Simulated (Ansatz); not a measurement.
**Transmission past a defect: Mo wire along [111], 3 atoms a period, Fe placed on top of one Mo**

Aim: how much does this defect scatter, and at which energies?

Program: Ansatz 0.2.0. Level of theory: DFT PBE, plane waves, PAW; relaxation of a wire's period, in the first sound run; inputs show where later runs differ. Results are calculated unless marked as measured.

### 1. The structure

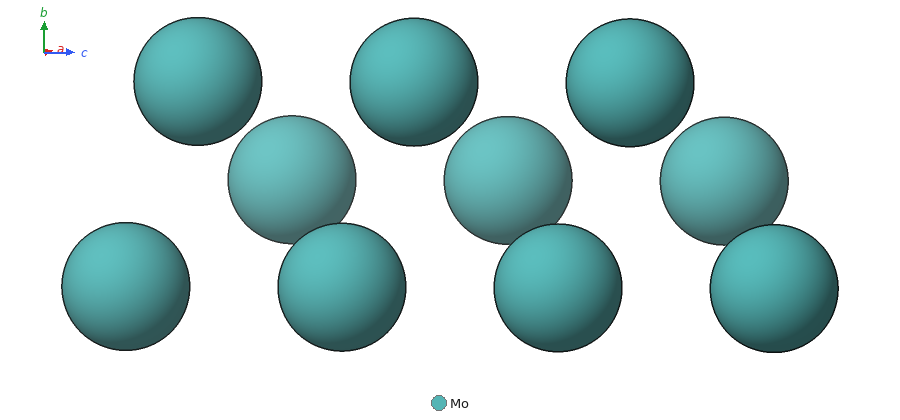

The cell as given, from the side, with the c axis across the page (molybdenum teal). 1×1×3 cells are drawn. Some periodic images of atoms are drawn too.

The cell holds 3 atoms: 3 Mo. Cell: a = 9.034 Å, b = 9.380 Å, c = 2.737 Å, α = 90.0°, β = 90.0°, γ = 90.0°. Vacuum lies along a and b. The structure's axis is c.

### 2. Relaxing the period

Band widths follow the bond lengths, so the wire is relaxed first. The atoms and the third cell vector are free; the box across stays fixed as vacuum. A Fermi-Dirac smearing is set since the result may be a metal. The pressure printed is a third of the stress's trace over the whole box, vacuum included; only the stress along the axis is relaxed.

input.yaml

```yaml
crystal:
  lattice:
    - [9.034, 0.0, 0.0]
    - [0.0, 9.38, 0.0]
    - [0.0, 0.0, 2.736640276]
  atoms:
    - { symbol: Mo, position: [0.376355988, 0.362473348, 0.0] }
    - { symbol: Mo, position: [0.376355988, 0.637540426, 0.333333333] }
    - { symbol: Mo, position: [0.623694646, 0.500006887, 0.666666667] }
kpoints:
  mp_grid: { grid: [1, 1, 30] }
scf:
  occupations: { method: fermi_dirac, width: 0.05 }
hamiltonian:
  xc: pbe
relax:
  cell: { fix: [a, b, alpha, beta, gamma] }
  max_steps: 60
```

Started as:

```bash
> ansatz run input.yaml --threads 4 --pin off --max-ram 16384MiB --backend cpu --events-out ev --progress --plain --runs-dir out
```

Numbers of over 12 decimals in the logs are rounded to 6 here.

What it wrote:

```text
Engine: ansatz 0.2.0, aarch64-unknown-linux-gnu
Pseudopotentials: kind: paw
Pseudopotential: Mo, paw, valence charge 14, recommended cutoff 420 eV (normal), Mo.paw.azcp
Functional definition: PBE
  parameter kappa = 0.804
  parameter beta = 0.066725
  exchange = pbe_x(kappa = kappa, mu = beta*pi^2/3)
  correlation = pbe_c(beta = beta)
Crystal: 3 atoms, lattice volume = 231.900 Å³
Basis set: ecut = 420 eV, 4577 PW (Γ), exchange–correlation on 128×128×40 points (8 copies of the dense FFT grid, shifted against one another)
Bands: 26, of which v1, the nominal top of the filled ones, is band 21 counted from 1 (20 counted from 0)
Symmetry: 2 space group operations
Space group: P2 (ITA 3), of the structure as read, at distance tolerance 6.1e-5 Å
k-points: 16 of 30
Non-local potential: Mo, projectors of the file, l = 0: 3, l = 1: 2, l = 2: 2, l = 3: 1
PAW form: soft (Blöchl's): semilocal exchange-correlation on the pseudo side does not see the compensation charge
PAW one-centre angular grid: Mo, 590 points (default); XC on 64 Gauss nodes
Initial density: superposition of atomic densities (neutral atoms: chi_scale 0, normalization atom), corrected by the library's trained network
Initial wavefunctions: pseudopotential atomic-orbital guess
Functional: x = pbe(κ = 0.804, μ = 0.219515), c = pbe(β = 0.066725)
SCF iter   1: F=—  HF=-14858.951746 eV  |F-HF|=—  |Δ(HF+E_count)|=         —  Δρ=6.69e-3  dr2=2.25e-1  ethr=1.77e-3  ⟨swp⟩=5.8  Hψ=1729  notcnv=0
preconditioner: auto → LDOS  [metal: Δε(μ)=0.024 eV  Ē_g=2.453 eV  σ=0.050 eV  W_gap=0.12  n_scr=26 (ndim 8)  ℏωp=10.3 eV  f_vac=0.563  D(μ)=9.08/eV (n_scr^D=66)  β→1.0]
SCF iter   2: F=—  HF=-14858.950115 eV  |F-HF|=—  |Δ(HF+E_count)|=   1.63e-3  Δρ=2.51e-3  dr2=1.36e-2  ethr=5.36e-4  ⟨swp⟩=2.0  Hψ=592  notcnv=0
SCF iter   3: F=—  HF=-14858.949711 eV  |F-HF|=—  |Δ(HF+E_count)|=   4.03e-4  Δρ=1.36e-3  dr2=1.46e-2  ethr=3.24e-5  ⟨swp⟩=3.4  Hψ=901  notcnv=0
SCF iter   4: F=—  HF=-14858.949104 eV  |F-HF|=—  |Δ(HF+E_count)|=   6.07e-4  Δρ=2.76e-4  dr2=2.81e-4  ethr=3.24e-5  ⟨swp⟩=1.6  Hψ=462  notcnv=0
SCF iter   5: F=—  HF=-14858.949106 eV  |F-HF|=—  |Δ(HF+E_count)|=   2.40e-6  Δρ=1.50e-4  dr2=1.56e-4  ethr=6.70e-7  ⟨swp⟩=2.9  Hψ=889  notcnv=0
SCF iter   6: F=—  HF=-14858.949105 eV  |F-HF|=—  |Δ(HF+E_count)|=   1.69e-6  Δρ=4.78e-5  dr2=1.78e-5  ethr=3.71e-7  ⟨swp⟩=1.6  Hψ=462  notcnv=0
SCF iter   7: F=—  HF=-14858.949246 eV  |F-HF|=—  |Δ(HF+E_count)|=   1.41e-4  Δρ=1.09e-5  dr2=9.19e-7  ethr=4.24e-8  ⟨swp⟩=1.8  Hψ=451  notcnv=0
SCF iter   8: F=-14858.949246 eV  HF=-14858.949246 eV  |F-HF|=1.77e-8  |Δ(HF+E_count)|=   1.45e-7  Δρ=4.23e-6  dr2=9.67e-8  ethr=2.38e-10  ⟨swp⟩=4.0  Hψ=1790  notcnv=0
SCF 1 converged in 8 iterations: F = -14858.949246 eV  dr2 = 9.67e-8
  greatest PAW one-centre occupation: 0.998 electrons in one spin orbital (limit 2), on the Mo atom at site 1 (counted from 0), in its partial waves of l = 0
relax step   1: F+E_penalty+E_count = -14858.94924590 eV  Δ(F+E_penalty+E_count) = +0.000e0 eV  max|allowed force component| = 3.861e0 eV/Å  Δτ_max = 0.0000 Å  P = -6.794 GPa  Ω = 231.900 Å³  fix = [a, b, alpha, beta, gamma]  reactions: a -5.997, b -5.921 GPa; alpha +0.044 GPa/rad  (8 SCF iters, dr2 threshold 1.00e-7 eV, accepted)
Crystal: 3 atoms, lattice volume = 227.578 Å³
Basis set: ecut = 420 eV, 4477 PW (Γ), exchange–correlation on 128×128×40 points (8 copies of the dense FFT grid, shifted against one another)
Initial density: handed on by an earlier stage of this run
Initial wavefunctions: those handed on with the density
iter 1 solved again at ethr=2.66e-3 eV; its pass at ethr=3.10e-3 eV (dr2=1.12e0 eV) is discarded
SCF iter   1: F=—  HF=-14860.659749 eV  |F-HF|=—  |Δ(HF+E_count)|=         —  Δρ=1.65e-2  dr2=1.15e0  ethr=2.66e-3  ⟨swp⟩=1.0  Hψ=2657  notcnv=0
preconditioner: auto → LDOS  [metal: Δε(μ)=0.068 eV  Ē_g=3.372 eV  σ=0.050 eV  W_gap=0.32  n_scr=26 (ndim 8)  ℏωp=10.4 eV  f_vac=0.597  D(μ)=5.37/eV (n_scr^D=26)  β→1.0]
SCF iter   2: F=—  HF=-14860.817867 eV  |F-HF|=—  |Δ(HF+E_count)|=   1.58e-1  Δρ=1.40e-2  dr2=1.85e0  ethr=2.66e-3  ⟨swp⟩=4.1  Hψ=973  notcnv=0
SCF iter   3: F=—  HF=-14860.514833 eV  |F-HF|=—  |Δ(HF+E_count)|=   3.03e-1  Δρ=2.36e-3  dr2=8.21e-3  ethr=2.66e-3  ⟨swp⟩=2.5  Hψ=762  notcnv=0
SCF iter   4: F=—  HF=-14860.517382 eV  |F-HF|=—  |Δ(HF+E_count)|=   2.55e-3  Δρ=7.07e-4  dr2=1.17e-3  ethr=1.95e-5  ⟨swp⟩=2.2  Hψ=832  notcnv=0
SCF iter   5: F=—  HF=-14860.517998 eV  |F-HF|=—  |Δ(HF+E_count)|=   6.16e-4  Δρ=2.03e-4  dr2=8.23e-5  ethr=2.77e-6  ⟨swp⟩=3.0  Hψ=851  notcnv=0
SCF iter   6: F=—  HF=-14860.518256 eV  |F-HF|=—  |Δ(HF+E_count)|=   2.57e-4  Δρ=5.46e-5  dr2=7.59e-6  ethr=1.96e-7  ⟨swp⟩=2.3  Hψ=668  notcnv=0
SCF iter   7: F=—  HF=-14860.518261 eV  |F-HF|=—  |Δ(HF+E_count)|=   5.18e-6  Δρ=1.94e-5  dr2=1.99e-6  ethr=1.81e-8  ⟨swp⟩=2.9  Hψ=883  notcnv=0
SCF iter   8: F=-14860.518261 eV  HF=-14860.518261 eV  |F-HF|=6.01e-8  |Δ(HF+E_count)|=   2.00e-7  Δρ=6.33e-6  dr2=1.43e-7  ethr=7.14e-10  ⟨swp⟩=3.8  Hψ=1862  notcnv=0
SCF 2 converged in 8 iterations: F = -14860.518261 eV  dr2 = 1.43e-7
  greatest PAW one-centre occupation: 0.999 electrons in one spin orbital (limit 2), on the Mo atom at site 2 (counted from 0), in its partial waves of l = 0
relax step   2: F+E_penalty+E_count = -14860.51826097 eV  Δ(F+E_penalty+E_count) = -1.569e0 eV  max|allowed force component| = 1.135e-1 eV/Å  Δτ_max = 0.1951 Å  P = -0.630 GPa  Ω = 227.578 Å³  energy of the carried Pulay correction = +2.014e-4 eV  fix = [a, b, alpha, beta, gamma]  reactions: a -0.126, b -0.136 GPa; alpha +0.005 GPa/rad  (8 SCF iters, dr2 threshold 3.00e-7 eV, accepted)
Crystal: 3 atoms, lattice volume = 223.088 Å³
Basis set: ecut = 420 eV, 4373 PW (Γ), exchange–correlation on 128×128×40 points (8 copies of the dense FFT grid, shifted against one another)
iter 1 solved again at ethr=1.84e-5 eV; its pass at ethr=3.10e-3 eV (dr2=7.74e-3 eV) is discarded
SCF iter   1: F=—  HF=-14860.547612 eV  |F-HF|=—  |Δ(HF+E_count)|=         —  Δρ=1.52e-3  dr2=5.78e-3  ethr=1.84e-5  ⟨swp⟩=2.0  Hψ=2538  notcnv=0
preconditioner: auto → LDOS  [metal: Δε(μ)=0.015 eV  Ē_g=3.316 eV  σ=0.050 eV  W_gap=0.07  n_scr=26 (ndim 8)  ℏωp=10.5 eV  f_vac=0.592  D(μ)=6.64/eV (n_scr^D=36)  β→1.0]
SCF iter   2: F=—  HF=-14860.547176 eV  |F-HF|=—  |Δ(HF+E_count)|=   4.36e-4  Δρ=8.79e-4  dr2=3.80e-3  ethr=1.38e-5  ⟨swp⟩=2.8  Hψ=858  notcnv=0
SCF iter   3: F=—  HF=-14860.546658 eV  |F-HF|=—  |Δ(HF+E_count)|=   5.19e-4  Δρ=2.85e-4  dr2=7.12e-4  ethr=9.05e-6  ⟨swp⟩=2.0  Hψ=572  notcnv=0
SCF iter   4: F=—  HF=-14860.546561 eV  |F-HF|=—  |Δ(HF+E_count)|=   9.66e-5  Δρ=8.77e-5  dr2=2.88e-5  ethr=1.69e-6  ⟨swp⟩=2.0  Hψ=556  notcnv=0
SCF iter   5: F=—  HF=-14860.546681 eV  |F-HF|=—  |Δ(HF+E_count)|=   1.20e-4  Δρ=2.48e-5  dr2=5.23e-6  ethr=6.86e-8  ⟨swp⟩=2.2  Hψ=634  notcnv=0
SCF iter   6: F=—  HF=-14860.546682 eV  |F-HF|=—  |Δ(HF+E_count)|=   6.80e-7  Δρ=9.89e-6  dr2=4.74e-7  ethr=1.25e-8  ⟨swp⟩=2.0  Hψ=561  notcnv=0
SCF iter   7: F=-14860.546682 eV  HF=-14860.546682 eV  |F-HF|=2.87e-8  |Δ(HF+E_count)|=   7.35e-9  Δρ=4.10e-6  dr2=7.87e-8  ethr=7.14e-10  ⟨swp⟩=5.0  Hψ=1615  notcnv=0
SCF 3 converged in 7 iterations: F = -14860.546682 eV  dr2 = 7.87e-8
  greatest PAW one-centre occupation: 0.999 electrons in one spin orbital (limit 2), on the Mo atom at site 1 (counted from 0), in its partial waves of l = 0
relax step   3: F+E_penalty+E_count = -14860.54668172 eV  Δ(F+E_penalty+E_count) = -2.842e-2 eV  max|allowed force component| = 4.127e-2 eV/Å  Δτ_max = 0.0081 Å  P = -0.083 GPa  Ω = 223.088 Å³  energy of the carried Pulay correction = +4.147e-4 eV  fix = [a, b, alpha, beta, gamma]  reactions: a +0.074, b +0.073 GPa; alpha +0.017 GPa/rad  (7 SCF iters, dr2 threshold 3.00e-7 eV, accepted)
[...]
relax step   4: F+E_penalty+E_count = -14860.54874012 eV  Δ(F+E_penalty+E_count) = -2.058e-3 eV  max|allowed force component| = 8.284e-2 eV/Å  Δτ_max = 0.0099 Å  P = -0.014 GPa  Ω = 221.108 Å³  energy of the carried Pulay correction = +5.101e-4 eV  fix = [a, b, alpha, beta, gamma]  reactions: a -0.026, b -0.078 GPa; alpha +0.013 GPa/rad  (7 SCF iters, dr2 threshold 3.00e-7 eV, accepted)
[...]
relax step   5: F+E_penalty+E_count = -14860.54932236 eV  Δ(F+E_penalty+E_count) = -5.822e-4 eV  max|allowed force component| = 4.073e-2 eV/Å  Δτ_max = 0.0052 Å  P = +0.068 GPa  Ω = 221.453 Å³  energy of the carried Pulay correction = +4.934e-4 eV  fix = [a, b, alpha, beta, gamma]  reactions: a +0.076, b +0.062 GPa; alpha +0.023 GPa/rad  (5 SCF iters, dr2 threshold 3.00e-7 eV, accepted)
[...]
relax step   6: F+E_penalty+E_count = -14860.54997056 eV  Δ(F+E_penalty+E_count) = -6.482e-4 eV  max|allowed force component| = 7.109e-2 eV/Å  Δτ_max = 0.0163 Å  P = +0.061 GPa  Ω = 221.406 Å³  energy of the carried Pulay correction = +4.957e-4 eV  fix = [a, b, alpha, beta, gamma]  reactions: a +0.119, b -0.004 GPa; alpha -0.013 GPa/rad  (6 SCF iters, dr2 threshold 1.04e-7 eV, accepted)
[...]
relax step   7: F+E_penalty+E_count = -14860.54922013 eV  Δ(F+E_penalty+E_count) = +7.504e-4 eV  max|allowed force component| = 7.816e-2 eV/Å  Δτ_max = 0.0367 Å  P = +0.018 GPa  Ω = 221.518 Å³  energy of the carried Pulay correction = +4.902e-4 eV  fix = [a, b, alpha, beta, gamma]  (7 SCF iters, dr2 threshold 3.00e-7 eV, rejected (line search))
[...]
relax step   8: F+E_penalty+E_count = -14860.55068169 eV  Δ(F+E_penalty+E_count) = -7.111e-4 eV  max|allowed force component| = 2.361e-2 eV/Å  Δτ_max = 0.0093 Å  P = -0.011 GPa  Ω = 221.617 Å³  energy of the carried Pulay correction = +4.855e-4 eV  fix = [a, b, alpha, beta, gamma]  reactions: a -0.003, b +0.011 GPa; alpha -0.004 GPa/rad  (11 SCF iters, accepted)
[...]
relax step   9: F+E_penalty+E_count = -14860.55077953 eV  Δ(F+E_penalty+E_count) = -9.784e-5 eV  max|allowed force component| = 4.680e-4 eV/Å  Δτ_max = 0.0059 Å  P = +0.020 GPa  Ω = 221.575 Å³  energy of the carried Pulay correction = +4.875e-4 eV  fix = [a, b, alpha, beta, gamma]  reactions: a +0.016, b +0.048 GPa; alpha -0.023 GPa/rad  (7 SCF iters, dr2 threshold 3.48e-8 eV, accepted)
Basis set: ecut = 420 eV, 4329 PW (Γ), exchange–correlation on 128×128×36 points (8 copies of the dense FFT grid, shifted against one another)
Initial wavefunctions: pseudopotential atomic-orbital guess (no wavefunctions were taken with the density)
iter 1 solved again at ethr=2.37e-7 eV; its pass at ethr=3.10e-3 eV (dr2=9.97e-5 eV) is discarded
SCF iter   1: F=—  HF=-14860.549970 eV  |F-HF|=—  |Δ(HF+E_count)|=         —  Δρ=5.45e-5  dr2=8.99e-7  ethr=2.37e-7  ⟨swp⟩=4.0  Hψ=3160  notcnv=0
preconditioner: auto → LDOS  [metal: Δε(μ)=0.053 eV  Ē_g=3.326 eV  σ=0.050 eV  W_gap=0.26  n_scr=26 (ndim 8)  ℏωp=10.6 eV  f_vac=0.590  D(μ)=6.01/eV (n_scr^D=36)  β→1.0]
SCF iter   2: F=—  HF=-14860.550222 eV  |F-HF|=—  |Δ(HF+E_count)|=   2.53e-4  Δρ=8.47e-6  dr2=1.35e-7  ethr=2.14e-9  ⟨swp⟩=2.7  Hψ=790  notcnv=0
SCF iter   3: F=—  HF=-14860.550222 eV  |F-HF|=—  |Δ(HF+E_count)|=   2.33e-8  Δρ=3.76e-6  dr2=9.41e-8  ethr=3.21e-10  ⟨swp⟩=2.4  Hψ=831  notcnv=0
SCF iter   4: F=—  HF=-14860.550222 eV  |F-HF|=—  |Δ(HF+E_count)|=   1.96e-8  Δρ=1.31e-6  dr2=3.56e-9  ethr=2.24e-10  ⟨swp⟩=2.2  Hψ=610  notcnv=0
SCF iter   5: F=—  HF=-14860.550222 eV  |F-HF|=—  |Δ(HF+E_count)|=   1.16e-9  Δρ=2.95e-7  dr2=2.26e-10  ethr=8.47e-12  ⟨swp⟩=2.7  Hψ=847  notcnv=0
SCF iter   6: F=—  HF=-14860.550222 eV  |F-HF|=—  |Δ(HF+E_count)|=  1.46e-11  Δρ=1.01e-7  dr2=3.33e-11  ethr=1.00e-12  ⟨swp⟩=7.4  Hψ=2188  notcnv=0
SCF iter   7: F=-14860.550222 eV  HF=-14860.550222 eV  |F-HF|=1.46e-11  |Δ(HF+E_count)|=  1.09e-11  Δρ=3.97e-8  dr2=1.05e-11  ethr=1.00e-12  ⟨swp⟩=7.0  Hψ=2067  notcnv=0
SCF 10 converged in 7 iterations: F = -14860.550222 eV  dr2 = 1.05e-11
relax step  10: F+E_penalty+E_count = -14860.55022205 eV  Δ(F+E_penalty+E_count) = +5.575e-4 eV  max|allowed force component| = 4.639e-4 eV/Å  Δτ_max = 0.0000 Å  P = +0.022 GPa  Ω = 221.575 Å³  fix = [a, b, alpha, beta, gamma]  reactions: a +0.019, b +0.051 GPa; alpha -0.023 GPa/rad  stress off target by 3.27e-3 GPa on what of the cell is left free  SCF on the basis re-selected at this cell (its energy is not comparable with the rows above)  (7 SCF iters)
basis re-selected at this cell: Δ(F+E_penalty+E_count) = +5.575e-4 eV, ΔP = +0.002 GPa vs the last step (what re-selecting the basis moved, of the pressure what is left beyond the Pulay correction that the steps carried, after the strain that the cell walked since its last selection, with what the two solves' SCF thresholds leave and, on support functions, any second-order correction that the steps lacked; it is no measure of the basis error at this ecutwfc). The dense FFT grid was sized anew with the basis: this SCF ran on 64×64×18 points, the steps before it on 64×64×20, so part of this shift can come from that change (see relax.cell in the input reference). [rest of the remark cut]
SCF converged after 7 iterations
Free energy (F): -14860.550222 eV
Harris-Foulkes:  -14860.550222 eV  (|F-HF|=1.46e-11)
Internal energy: -14860.501195 eV  (E = F + TS)
E sigma→0 (E₀):  -14860.525709 eV
Entropy (-TS):   -0.049027 eV (-16.342 meV/atom)
Fermi energy:    1.469366 eV
--- Per-component energies (eV) ---
  E_band       = -974.527820
  E_kinetic    = 1323.131096
  E_local      = -12633.909308  (includes V_loc(G=0)·N_el)
  E_nonlocal   = 438.736032
  E_hartree    = 5506.228592
  E_xc         = -544.154927
  E_vxc        = -678.296342  (∫ρ·V_xc dr)
  E_paw        = -9607.091669  (= ΣΔE_a)
  E_vpaw       = -436.646507  (= ΣTr[D̂ρ^β])
  E_aug_tail   = 0.000133  (compensation charges beyond the density's cutoff)
  E_ewald      = 656.558855
  E_smearing   = -0.049027  (= −TS)
  E_closure    = 0.000000  (closes the sum)
  Σ components = -14860.550222   (vs F -14860.550222, Δ=0.00e0)
--- Forces (eV/Å), atoms counted from 1 ---
  atom   1  Mo    -0.00004777    -0.00008875    -0.00046385
  atom   2  Mo    -0.00004777     0.00008875     0.00046385
  atom   3  Mo     0.00009941     0.00000000     0.00000000
  max |Σ_I F_I| component: 3.87e-6 eV/Å
--- Stress (GPa, compression-positive) ---
        0.018869       0.000000       0.000000
        0.000000       0.051126       0.022582
        0.000000       0.022582      -0.003275
  P = ⅓ Tr σ = 0.0222 GPa (0.222 kbar)
--- Relaxed structure (9 steps of the walk, 8 accepted, 1 SCFs on fresh bases) ---
  F+E_penalty+E_count = -14860.55022205 eV   max|allowed force component| = 4.639e-4 eV/Å   (the final SCF, on the basis selected at the relaxed cell)
  cell:  # Å, volume = 221.5748 Å³
    - [9.034, 0.0, 0.0]
    - [0.0, 9.38, 0]
    - [0.0, 0, 2.614793]
  atoms:
    - { symbol: Mo, position: [0.385824, 0.380275, 0.015281] }
    - { symbol: Mo, position: [0.385824, 0.619725, 0.318052] }
    - { symbol: Mo, position: [0.604758, 0.500000, 0.666667] }
```

Elapsed: 24 s, on 4 threads of Arm Neoverse V1, shared host; peak memory 0.49 GiB.

Step by step:

```
step  energy less that of the first step (eV)  largest force component (eV/Å)  pressure (GPa)  volume (Å³)
   1                                   0.0000                          3.8610           -6.79       231.90
   2                                  -1.5690                          0.1135           -0.63       227.58
   3                                  -1.5974                          0.0413           -0.08       223.09
   4                                  -1.5995                          0.0828           -0.01       221.11
   5                                  -1.6001                          0.0407            0.07       221.45
   6                                  -1.6007                          0.0711            0.06       221.41
   7                                  -1.6000                          0.0782            0.02       221.52
   8                                  -1.6014                          0.0236           -0.01       221.62
   9                                  -1.6015                          0.0005            0.02       221.57
 10*                                  -1.6010                          0.0005            0.02       221.57
```

Relaxation steps marked * repeat the geometry before them on a plane-wave basis chosen anew for their cell, so energy and pressure can jump there. Relaxation step 7 was tried and not accepted.

The run keeps the 2 symmetry operations that it works with, so distortions that break them were not tested.

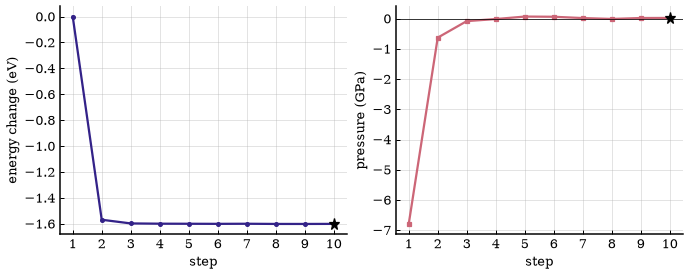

Energy and pressure along the relaxation. Stars mark steps on a basis chosen anew.

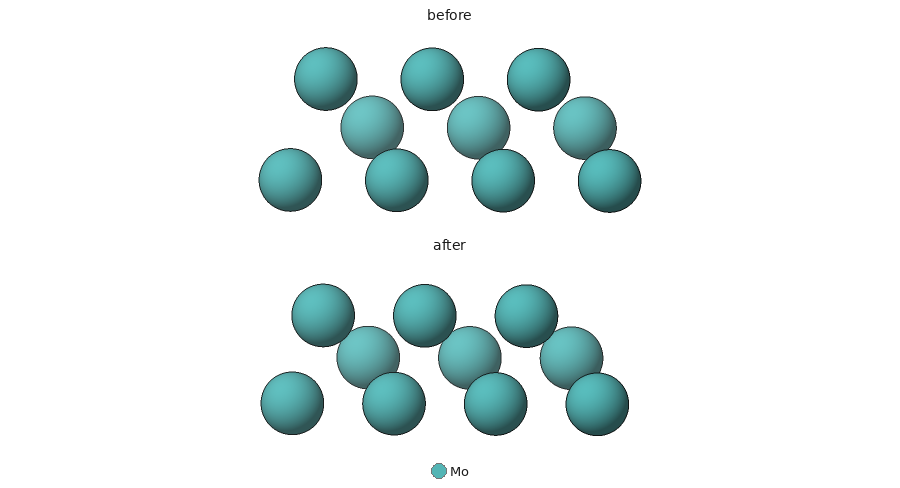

Before and after, at one scale.

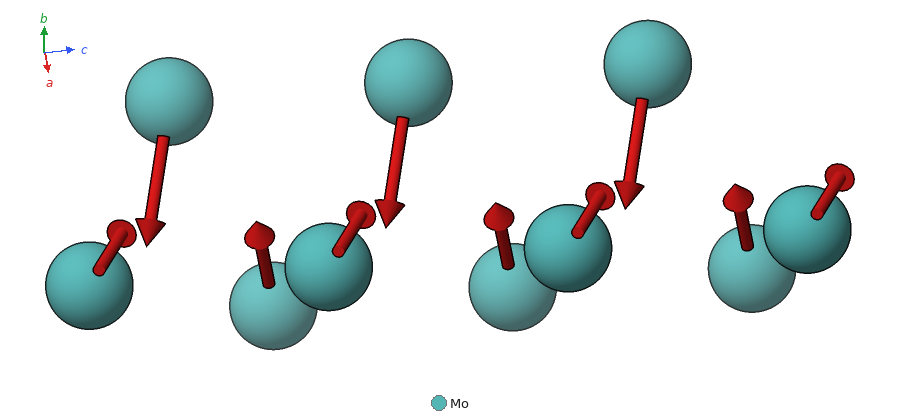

Displacements in the relaxation, exaggerated, measured against the changing cell; the longest in the cell stands for 0.19 Å. 1×1×3 cells are drawn. Some periodic images of atoms are drawn too.

```
cell as run  before  after  change
      c (Å)   2.737  2.615  -4.5 %
```

The atoms that moved most (Å, along periodic axes as changes of fractional coordinates times the final cell, across vacuum about the mean position):

```
atom      dx      dy      dz  length
 Mo1   0.086   0.167   0.040   0.192
 Mo2   0.086  -0.167  -0.040   0.192
 Mo3  -0.171   0.000   0.000   0.171
```

Final coordinates:

```xyz
3
Lattice="9.0340 0.0000 0.0000 0.0000 9.3800 0.0000 0.0000 0.0000 2.6148" Properties=species:S:1:pos:R:3
Mo    3.4855    3.5670    0.0400
Mo    3.4855    5.8130    0.8316
Mo    5.4634    4.6900    1.7432
```

This step gave:

- energy at zero smearing: -14860.5257 eV
- cell length along the wire: 2.615 Å

The cell's length comes to 2.615 Å with spin left out.

(Part 1 of 4 ends here.)

[Logs are printed without paths, hosts, clocks, repeated set-up lines and the standing remarks that a program may print on its own settings, such as how far it seeks lower states.]

[Hosts, paths, dates, database ids (printed as entryN), source tags and the programs' standing remarks are cut or masked in the printed files.]
